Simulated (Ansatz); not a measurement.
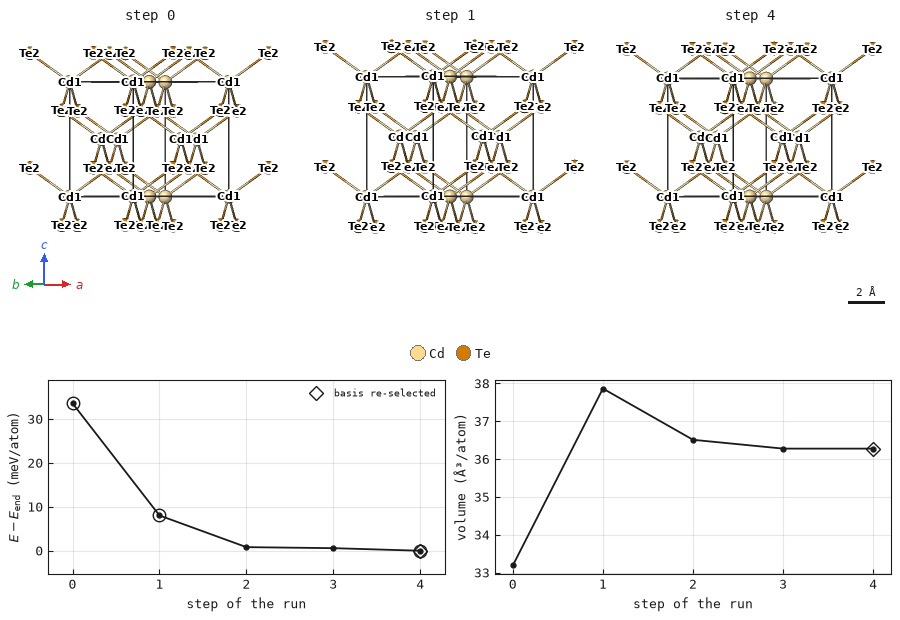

Frames of a relaxation of crystalline CdTe (built on the zincblende type), marked on the history of the run. Style: ball-and-stick. Shown: the conventional cell (4 times the calculation's cell), from a free direction. Lengths and directions refer to the drawn axes.

Level of theory: Ansatz, DFT, PBE, plane waves, PAW. Set-up: plane-wave cutoff 420 eV; k-point mesh 6 × 6 × 6; occupations fermi dirac; smearing width 0.02 eV; no spin polarisation; cell and atoms relaxed; force threshold 0.005 eV/Å.

Describe the path.

Answer. The atoms keep their places relative to the cell (all moves are under 0.005 Å). Cell: a = b = c 6.427 → 6.621 Å (+3.0 %). Volume +9.3 %. Near-neighbour distances that change, for instance: Cd1–Te2 2.783 → 2.867 Å. The space group stays F-43m (No. 216). After 3 accepted moves (4 points after the start) the energy has fallen by 33.6 meV per atom. All forces vanish by symmetry, so only the cell relaxes. Pressure: 3.83 GPa at the start and −0.03 GPa at the end. The SCF was repeated once at an unchanged geometry on a basis and grid sized afresh for the cell, which shifted the energy by 0.6 meV per atom at most. From step 0 to 1: volume +14.1 %, energy −25.5 meV per atom. From step 1 to 4: volume −4.2 %, energy −8.0 meV per atom.

```json
{"step": "0", "E − E(0), meV/atom": "0.00", "pressure, GPa": "3.83", "volume, Å³/atom": "33.189", "note": ""}
{"step": "1", "E − E(0), meV/atom": "-25.55", "pressure, GPa": "-1.37", "volume, Å³/atom": "37.865", "note": ""}
{"step": "2", "E − E(0), meV/atom": "-32.76", "pressure, GPa": "-0.24", "volume, Å³/atom": "36.511", "note": ""}
{"step": "3", "E − E(0), meV/atom": "-32.99", "pressure, GPa": "-0.02", "volume, Å³/atom": "36.278", "note": ""}
{"step": "4", "E − E(0), meV/atom": "-33.58", "pressure, GPa": "-0.03", "volume, Å³/atom": "36.278", "note": "same geometry, new basis"}
```
